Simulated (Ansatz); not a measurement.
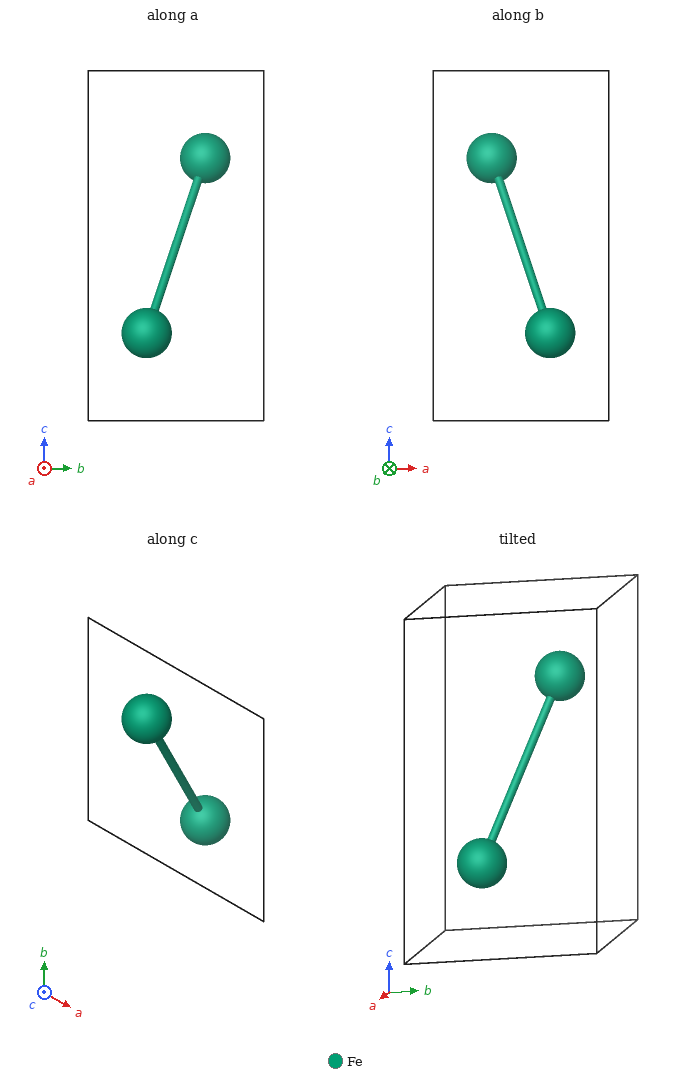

An orthographic ball-and-stick view of the structure, along the a axis, along the b axis, along the c axis and slightly off an axis. The parallelepiped is the conventional unit cell.

Lattice parameters: a = 2.5408 Å, b = 2.5408 Å, c = 4.3862 Å, α = 90.000°, β = 90.000°, γ = 120.000°.

> Record the structure as a CIF in P1 with every atom of the cell.

```cif
data_structure
_symmetry_space_group_name_H-M 'P 1'
_symmetry_Int_Tables_number 1
_cell_length_a 2.5408
_cell_length_b 2.5408
_cell_length_c 4.3862
_cell_angle_alpha 90.000
_cell_angle_beta 90.000
_cell_angle_gamma 120.000
_cell_volume 24.52
loop_
_atom_site_label
_atom_site_type_symbol
_atom_site_fract_x
_atom_site_fract_y
_atom_site_fract_z
_atom_site_occupancy
Fe1 Fe 0.3333 0.6667 0.7500 1
Fe2 Fe 0.6667 0.3333 0.2500 1
```

The cell started as a structure type filled with this element by a generator (whether the element takes this form wasn't checked). Earlier steps of the study may have refined or changed the cell and positions. A calculation with Ansatz used it as input.

At this level of theory the cell isn't at rest (stretched, at -5 GPa), so its distances can differ from those at equilibrium, the more so the softer the solid.
